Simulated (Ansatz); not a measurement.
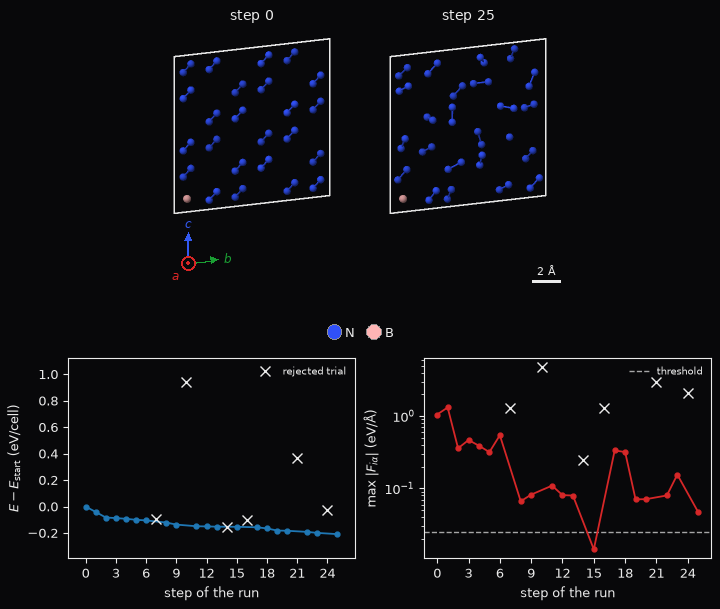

First and last geometry of a relaxation of a defect cell of composition BN48, with the history of the run. Style: ball-and-stick. Shown: the cell of the calculation, along the a axis.

Case: B interstitial, charge +0, atoms relaxed at the host's cell.

Computed with DFT PBEsol, scalar-relativistic, plane waves, PAW in Ansatz 0.2.0. Settings: plane-wave cutoff 420 eV; k-point mesh 2 × 2 × 2; occupations gaussian; smearing width 0.01 eV; mesh shifted by (0.5, 0.5, 0.5); collinear spin; atoms relaxed in a fixed cell; force threshold 0.025 eV/Å; at most 45 steps.

**Did the run converge, and what did it change?**

The run was cut off at its time limit before the relaxation converged, so the last structure is only a point on the way. Over 19 accepted moves (25 points after the start) the energy falls by 0.208 eV per cell of the calculation. The largest force component goes from 1.1 to 0.047 eV/Å. The line search rejected the trial steps at points 7, 10, 14, 16, 21, 24 of the run. The forces were under the threshold at step 15, but the run went on from there. The largest moves, 0.57 Å, are those of N atoms. B stays in place. The cell stays as it was.
